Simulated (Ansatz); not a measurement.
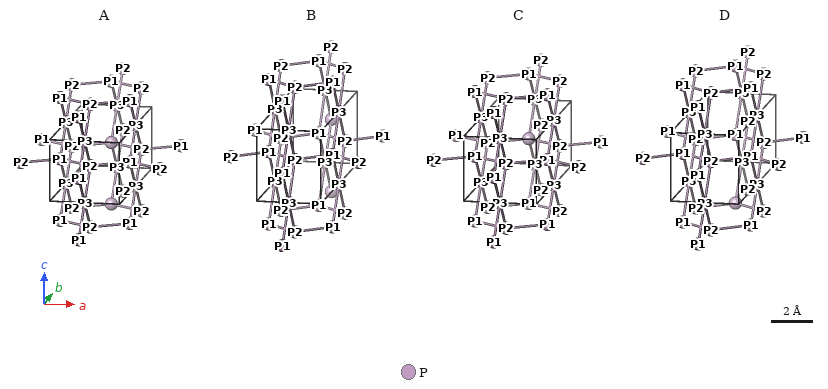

4 geometries from one relaxation of crystalline P (a generated structure, set up in Cmmm) (coarse preliminary run), in shuffled order. Style: ball-and-stick. Shown: the conventional cell (2 times the calculation's cell), slightly off an axis. Lengths and directions refer to the drawn axes.

Level of theory: Ansatz, DFT PBE, scalar-relativistic, plane waves, PAW. Set-up: plane-wave cutoff 420 eV; k-point mesh 6 × 6 × 6; occupations gaussian; smearing width 0.1 eV; no spin polarisation; cell and atoms relaxed; force threshold 0.04 eV/Å; at most 70 steps.

Question: Order the frames from highest to lowest energy.

Answer: A, C, D, B. They are steps 0, 2, 4, 12, at +289 meV per atom, +72.3 meV per atom, +36.6 meV per atom relative to the last. Over 9 accepted moves (12 points after the start) the energy falls by 289 meV per atom. Largest force component: 0.85 eV/Å at the start, 0.02 eV/Å at the end. The pressure goes from 23.52 to 0.14 GPa. The line search rejected the trial step at point 6 of the run. At 2 points the geometry stayed and the basis and grid were re-selected for the new cell (energy shift of 8.2 meV per atom at most each time). The largest moves relative to the cell, 0.068 Å, are those of P1 and P2. P1 goes along +b. The drawn cell changes as follows: a 3.548 → 3.249 Å (−8.4 %), b 8.198 → 9.204 Å (+12.3 %), c 3.143 → 3.703 Å (+17.8 %); the volume changes by +21.1 %. Among the contacts that change: P1–P3 2.145 → 2.428 Å, P1–P2 2.130 → 2.185 Å. Among the angles between lasting bonds that change: P2–P1–P2 112.8° → 96.0°, P3–P1–P3 94.2° → 99.4°, P1–P3–P2 85.8° → 80.6°. The space group stays Cmmm (No. 65). Cost: 63 s on 1 thread of Intel(R) Xeon(R) Processor @ 2.50GHz (Skylake/Cascade Lake), on a shared host, peak memory 0.36 GiB.
